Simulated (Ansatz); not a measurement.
# Run report: GaP, geometry relaxation (part 3 of 3)

The same run, continued: GaP (slab, 12 atoms in the cell); DFT PBE, scalar-relativistic, plane waves, PAW, no spin polarisation (Ansatz 0.2.0); cutoff 420 eV, 7×5×1 k-mesh, Gaussian smearing of 0.05 eV. The structure derives from an entry of the Crystallography Open Database. It belongs to a series of runs on one base structure; here: (1 1 0) slab, atoms relaxed.

Geometry of the input (Å; fractional positions):
```
3.8927  0.0000  0.0000
0.0000  5.5051  0.0000
0.0000  0.0000  24.7317
Ga 0.5000  0.5000  0.3033
P  0.0000  0.2500  0.3033
Ga 0.0000  0.0000  0.3820
P  0.5000  0.7500  0.3820
Ga 0.5000  0.5000  0.4607
P  0.0000  0.2500  0.4607
Ga 0.0000  0.0000  0.5393
P  0.5000  0.7500  0.5393
Ga 0.5000  0.5000  0.6180
P  0.0000  0.2500  0.6180
Ga 0.0000  0.0000  0.6967
P  0.5000  0.7500  0.6967
```

### Output, continued
```
--- Forces (eV/Å), atoms counted from 1 ---
  atom   1  Ga     0.00000000     0.00846049     0.01059042
  atom   2  P      0.00000000    -0.00104949    -0.00037096
  atom   3  Ga     0.00000000    -0.00018754     0.00486555
  atom   4  P      0.00000000    -0.00805877    -0.01465619
  atom   5  Ga     0.00000000    -0.00325516     0.00325283
  atom   6  P      0.00000000     0.00421500    -0.00624246
  atom   7  Ga     0.00000000    -0.00310833    -0.00237730
  atom   8  P      0.00000000     0.00411214     0.00535094
  atom   9  Ga     0.00000000    -0.00046353    -0.00408987
  atom  10  P      0.00000000    -0.00787854     0.01374573
  atom  11  Ga     0.00000000     0.00829394    -0.01030002
  atom  12  P      0.00000000    -0.00107831     0.00016465
  max |Σ_I F_I| component: 6.67e-5 eV/Å
--- Band table (eV; the first three rows and the last of 12) ---
  k-point 0: bands = ["-14.3501", "-14.3496", "-14.2595", "-14.2580", "-14.2095", "-14.2090", "-14.2029", "-14.1991", "-14.1783", "-14.1487", "-14.1483", "-14.1409", "-14.1185", "-14.0943", "-14.0926", "-14.0762", "-14.0692", "-14.0652", "-14.0407", "-14.0402", "-14.0369", "-14.0300", "-14.0286", "-14.0219", "-14.0193", "-14.0140", "-13.9842", "-13.9819", "-13.9757", "-13.9743", "-11.6870", "-11.1609", "-10.2986", "-9.5054", "-9.0720", "-9.0023", "-6.1132", "-5.6945", "-4.8155", "-3.9550", "-2.9372", "-2.8487", "-2.8127", "-2.0760", "-2.0457", "-1.6635", "-1.3186", "-1.1800", "-1.0213", "-0.3514", "-0.0482", "0.0418", "0.1055", "0.3388", "2.0884", "2.1435", "2.4137", "2.4176", "3.0647", "3.2556", "3.3344", "3.9053", "4.3547", "4.4251", "4.4927", "4.6750"]
  k-point 1: bands = ["-14.3523", "-14.3518", "-14.2598", "-14.2587", "-14.2092", "-14.2088", "-14.1969", "-14.1946", "-14.1762", "-14.1480", "-14.1475", "-14.1434", "-14.1171", "-14.0998", "-14.0915", "-14.0785", "-14.0714", "-14.0684", "-14.0441", "-14.0408", "-14.0408", "-14.0319", "-14.0286", "-14.0192", "-14.0187", "-14.0124", "-13.9835", "-13.9812", "-13.9749", "-13.9741", "-11.5248", "-11.0158", "-10.2088", "-9.5649", "-9.4633", "-9.3560", "-5.6541", "-5.5802", "-5.1391", "-4.1249", "-3.1092", "-2.6721", "-2.2983", "-1.9957", "-1.8890", "-1.5294", "-1.1587", "-1.1240", "-0.9485", "-0.4000", "-0.2274", "-0.1102", "-0.0255", "0.0484", "2.1284", "2.3788", "2.4836", "2.6172", "2.8740", "2.9511", "3.2288", "3.9148", "4.2127", "4.2674", "4.9403", "4.9847"]
  k-point 2: bands = ["-14.3557", "-14.3553", "-14.2602", "-14.2597", "-14.2087", "-14.2083", "-14.1866", "-14.1862", "-14.1684", "-14.1533", "-14.1468", "-14.1464", "-14.1153", "-14.1113", "-14.0839", "-14.0799", "-14.0761", "-14.0752", "-14.0497", "-14.0483", "-14.0410", "-14.0379", "-14.0243", "-14.0199", "-14.0142", "-14.0113", "-13.9819", "-13.9808", "-13.9739", "-13.9735", "-11.0546", "-10.6040", "-10.3288", "-10.0643", "-9.8841", "-9.6936", "-5.5973", "-5.5543", "-4.5894", "-4.4070", "-3.4502", "-2.7933", "-1.6784", "-1.4380", "-1.4294", "-1.1557", "-0.9451", "-0.7813", "-0.7747", "-0.7575", "-0.6002", "-0.5408", "-0.3606", "-0.2800", "1.8869", "2.2308", "2.3473", "2.7158", "2.8041", "3.0958", "3.8247", "4.0891", "4.2190", "4.2919", "4.8774", "4.9099"]
  k-point 11: bands = ["-14.3283", "-14.3279", "-14.2504", "-14.2500", "-14.2407", "-14.2403", "-14.1955", "-14.1951", "-14.1789", "-14.1788", "-14.1682", "-14.1659", "-14.0937", "-14.0933", "-14.0735", "-14.0732", "-14.0684", "-14.0674", "-14.0433", "-14.0430", "-14.0298", "-14.0295", "-14.0183", "-14.0174", "-14.0111", "-14.0091", "-13.9881", "-13.9877", "-13.9742", "-13.9738", "-9.9577", "-9.7103", "-9.5098", "-9.3255", "-8.8830", "-8.8066", "-6.0318", "-5.9397", "-5.6992", "-5.6091", "-5.5464", "-5.5221", "-3.0489", "-3.0381", "-2.4823", "-2.4205", "-2.0259", "-1.9964", "-1.4485", "-1.3458", "-1.0775", "-0.8857", "-0.4071", "-0.3230", "2.0087", "2.1975", "3.0352", "3.2314", "3.6187", "3.6505", "4.1333", "4.4277", "4.8394", "4.9838", "5.3163", "5.3829"]
--- Relaxed structure (6 steps of the walk, 6 accepted, 0 SCFs on fresh bases) ---
  F+E_penalty+E_count = -27235.34367664 eV   max|allowed force component| = 1.465e-2 eV/Å
  atoms:
    - { symbol: Ga, position: [0.5, 0.4463077586882183, 0.32036105534709747] }
    - { symbol: P, position: [0.0, 0.23901997220172488, 0.2947393554224712] }
    - { symbol: Ga, position: [0.0, 0.01820574698995875, 0.3782979496633648] }
    - { symbol: P, position: [0.5, 0.7680497612330457, 0.38276788569871895] }
    - { symbol: Ga, position: [0.5, 0.5150934924359242, 0.4621300705099597] }
    - { symbol: P, position: [0.0, 0.2633397317207119, 0.4592580662385677] }
    - { symbol: Ga, position: [0.0, 0.015090981132376368, 0.5378687862956684] }
    - { symbol: P, position: [0.5, 0.7633403258951484, 0.5407432718528228] }
    - { symbol: Ga, position: [0.5, 0.5182027774059533, 0.6216992809030081] }
    - { symbol: P, position: [0.0, 0.26804207968179106, 0.617235066105843] }
    - { symbol: Ga, position: [0.0, -0.053702638668109225, 0.6796389372872265] }
    - { symbol: P, position: [0.5, 0.7390100112832559, 0.7052602746752521] }
```

### Trajectory as extended XYZ (Å, eV, eV/Å), 6 frames, from step=1 to step=6
```
12
Lattice="3.8927 0.0000 0.0000 0.0000 5.5051 0.0000 0.0000 0.0000 24.7317" Properties=species:S:1:pos:R:3:forces:R:3 step=1 energy=-27233.98796
Ga    1.9463    2.7525    7.5000    0.0000  -1.2353   1.4084
P     0.0000    1.3763    7.5000    0.0000   0.3888  -1.2772
Ga    0.0000    0.0000    9.4463    0.0000   0.2705   0.1393
P     1.9463    4.1288    9.4463    0.0000   0.6654  -0.5206
Ga    1.9463    2.7525   11.3927    0.0000  -0.1946   0.1250
P     0.0000    1.3763   11.3927    0.0000   0.1053   0.1714
Ga    0.0000    0.0000   13.3390    0.0000  -0.1946  -0.1248
P     1.9463    4.1288   13.3390    0.0000   0.1053  -0.1716
Ga    1.9463    2.7525   15.2853    0.0000   0.2704  -0.1391
P     0.0000    1.3763   15.2853    0.0000   0.6654   0.5204
Ga    0.0000    0.0000   17.2317    0.0000  -1.2355  -1.4084
P     1.9463    4.1288   17.2317    0.0000   0.3888   1.2771
12
Lattice="3.8927 0.0000 0.0000 0.0000 5.5051 0.0000 0.0000 0.0000 24.7317" Properties=species:S:1:pos:R:3:forces:R:3 step=2 energy=-27234.89526
Ga    1.9463    2.6275    7.6494    0.0000  -0.6445   0.9443
P     0.0000    1.3284    7.3779    0.0000   0.1742  -0.6210
Ga    0.0000    0.0654    9.4308    0.0000   0.2403  -0.0876
P     1.9463    4.2004    9.4363    0.0000   0.1021  -0.2490
Ga    1.9463    2.7675   11.3807    0.0000   0.0321   0.0106
P     0.0000    1.3973   11.4096    0.0000   0.0984  -0.0248
Ga    0.0000    0.0149   13.3510    0.0000   0.0321  -0.0086
P     1.9463    4.1498   13.3221    0.0000   0.0985   0.0223
Ga    1.9463    2.8180   15.3009    0.0000   0.2398   0.0891
P     0.0000    1.4479   15.2954    0.0000   0.1023   0.2467
Ga    0.0000   -0.1250   17.0823    0.0000  -0.6455  -0.9439
P     1.9463    4.0809   17.3538    0.0000   0.1738   0.6204
12
Lattice="3.8927 0.0000 0.0000 0.0000 5.5051 0.0000 0.0000 0.0000 24.7317" Properties=species:S:1:pos:R:3:forces:R:3 step=3 energy=-27235.27979
Ga    1.9463    2.5157    7.8089    0.0000  -0.2117   0.3008
P     0.0000    1.3077    7.2934    0.0000   0.0697  -0.0559
Ga    0.0000    0.1096    9.3959    0.0000   0.0186  -0.1962
P     1.9463    4.2298    9.4319    0.0000  -0.0455   0.0168
Ga    1.9463    2.7982   11.3843    0.0000   0.1456   0.0309
P     0.0000    1.4255   11.3928    0.0000   0.0225  -0.0082
Ga    0.0000    0.0457   13.3475    0.0000   0.1458  -0.0361
P     1.9463    4.1780   13.3387    0.0000   0.0223   0.0143
Ga    1.9463    2.8621   15.3359    0.0000   0.0196   0.1921
P     0.0000    1.4773   15.2996    0.0000  -0.0468  -0.0118
Ga    0.0000   -0.2371   16.9228    0.0000  -0.2092  -0.3022
P     1.9463    4.0601   17.4383    0.0000   0.0702   0.0571
12
Lattice="3.8927 0.0000 0.0000 0.0000 5.5051 0.0000 0.0000 0.0000 24.7317" Properties=species:S:1:pos:R:3:forces:R:3 step=4 energy=-27235.33882
Ga    1.9463    2.4523    7.8953    0.0000   0.0749   0.1108
P     0.0000    1.3086    7.2767    0.0000   0.0037  -0.0813
Ga    0.0000    0.1047    9.3397    0.0000  -0.0605   0.1279
P     1.9463    4.2218    9.4554    0.0000   0.0272  -0.0486
Ga    1.9463    2.8423   11.4300    0.0000  -0.0145  -0.0144
P     0.0000    1.4564   11.3578    0.0000  -0.0303  -0.0703
Ga    0.0000    0.0898   13.3017    0.0000  -0.0135   0.0169
P     1.9463    4.2090   13.3740    0.0000  -0.0300   0.0671
Ga    1.9463    2.8575   15.3917    0.0000  -0.0621  -0.1245
P     0.0000    1.4693   15.2765    0.0000   0.0270   0.0463
Ga    0.0000   -0.3001   16.8366    0.0000   0.0746  -0.1106
P     1.9463    4.0612   17.4549    0.0000   0.0039   0.0806
12
Lattice="3.8927 0.0000 0.0000 0.0000 5.5051 0.0000 0.0000 0.0000 24.7317" Properties=species:S:1:pos:R:3:forces:R:3 step=5 energy=-27235.34340
Ga    1.9463    2.4531    7.9228    0.0000   0.0183   0.0132
P     0.0000    1.3103    7.2920    0.0000   0.0114   0.0016
Ga    0.0000    0.1006    9.3626    0.0000  -0.0029  -0.0203
P     1.9463    4.2287    9.4646    0.0000  -0.0251  -0.0007
Ga    1.9463    2.8388   11.4299    0.0000   0.0097  -0.0104
P     0.0000    1.4545   11.3592    0.0000  -0.0113   0.0058
Ga    0.0000    0.0863   13.3018    0.0000   0.0092   0.0092
P     1.9463    4.2071   13.3724    0.0000  -0.0113  -0.0043
Ga    1.9463    2.8533   15.3693    0.0000  -0.0020   0.0189
P     0.0000    1.4763   15.2669    0.0000  -0.0255   0.0023
Ga    0.0000   -0.2992   16.8089    0.0000   0.0184  -0.0137
P     1.9463    4.0631   17.4398    0.0000   0.0112  -0.0014
12
Lattice="3.8927 0.0000 0.0000 0.0000 5.5051 0.0000 0.0000 0.0000 24.7317" Properties=species:S:1:pos:R:3:forces:R:3 step=6 energy=-27235.34368
Ga    1.9463    2.4570    7.9231    0.0000   0.0085   0.0106
P     0.0000    1.3158    7.2894    0.0000  -0.0010  -0.0004
Ga    0.0000    0.1002    9.3559    0.0000  -0.0002   0.0049
P     1.9463    4.2282    9.4665    0.0000  -0.0081  -0.0147
Ga    1.9463    2.8356   11.4293    0.0000  -0.0033   0.0033
P     0.0000    1.4497   11.3582    0.0000   0.0042  -0.0062
Ga    0.0000    0.0831   13.3024    0.0000  -0.0031  -0.0024
P     1.9463    4.2022   13.3735    0.0000   0.0041   0.0054
Ga    1.9463    2.8527   15.3757    0.0000  -0.0005  -0.0041
P     0.0000    1.4756   15.2653    0.0000  -0.0079   0.0137
Ga    0.0000   -0.2956   16.8086    0.0000   0.0083  -0.0103
P     1.9463    4.0683   17.4423    0.0000  -0.0011   0.0002
```

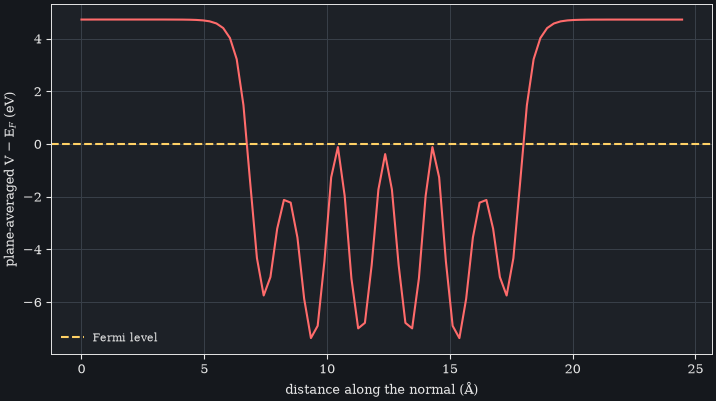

*Plane average of the electrostatic potential energy of an electron across the cell, from the Fermi level.*

The vacuum level lies 4.72 eV above the Fermi level.

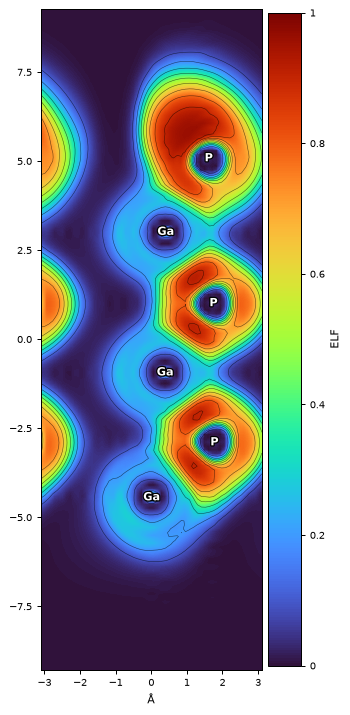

*ELF on the (100) plane of the calculation cell, a cut from vacuum to vacuum.*

Atoms in the plane: Ga and P. Ga–P (2.35 Å): the ELF is about 0.75 at the midpoint. Ga–P (2.41 Å): the ELF is about 0.75 at the midpoint. In a PAW calculation such maps are meaningful between the atoms, not at the nuclei.

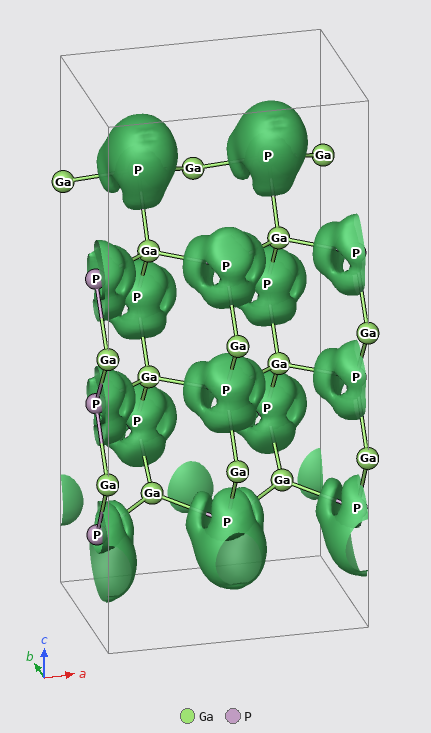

*Isosurface of the ELF at 0.75 (green), seen at an oblique angle. Core shells and regions of very low density are left out. Sticks mark near contacts.*

Profiles from the grid: Ga–P (2.34 Å): the ELF is about 0.75 at the midpoint. Ga–P (2.39 Å): the ELF is about 0.75 at the midpoint.

### Results in brief

- outcome: converged
- electrons treated: 108
- free energy: −27235.3437 eV
- work function, top face: 4.72 eV
- work function, bottom face: 4.73 eV
- Fermi energy: 0.942 eV
- gap on the k-point mesh: 1.21 eV
- final volume: 529.99 Å³
- work function (upper face): 4.72 eV
- largest force (length of the vector) at the end: 0.017 eV/Å
- wall time: 6.8 min
- peak memory: 0.82 GiB

The program warns: the exchange-correlation potential is rough where the density is thin.
